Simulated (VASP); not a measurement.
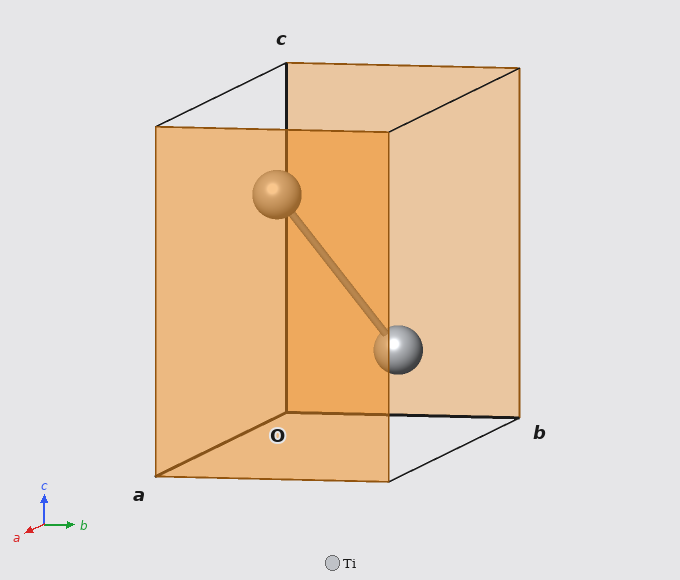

Every member of one family of equally spaced planes, hx + ky + lz = a whole number, that cuts the unit cell is shaded (one member passes through the origin O). Crystal: Ti, an entry of the Crystallography Open Database, as set up for an electronic-structure calculation. All values are computed from the atomic coordinates in the standard setting (tolerance 0.002 Å).

a = 2.950 Å, b = 2.950 Å, c = 4.680 Å, α = 90.00°, β = 90.00°, γ = 120.00°.

### Which (hkl) family is drawn?

(1 0 0), in four indices (1 0 −1 0); the opposite sign names the same planes. The member next to the origin meets the axes a at 1, b never, c never.

### What is the spacing?

d = 2.555 Å.

### Which atoms of the cell lie in these planes (within 0.03 Å)?

No atom.

### The space group is P6₃/mmc (No. 194). How many reflections hkl are equivalent to this one (itself included), and does it occur?

6 reflections are equivalent in the Laue class 6/mmm. The space group allows the reflection.
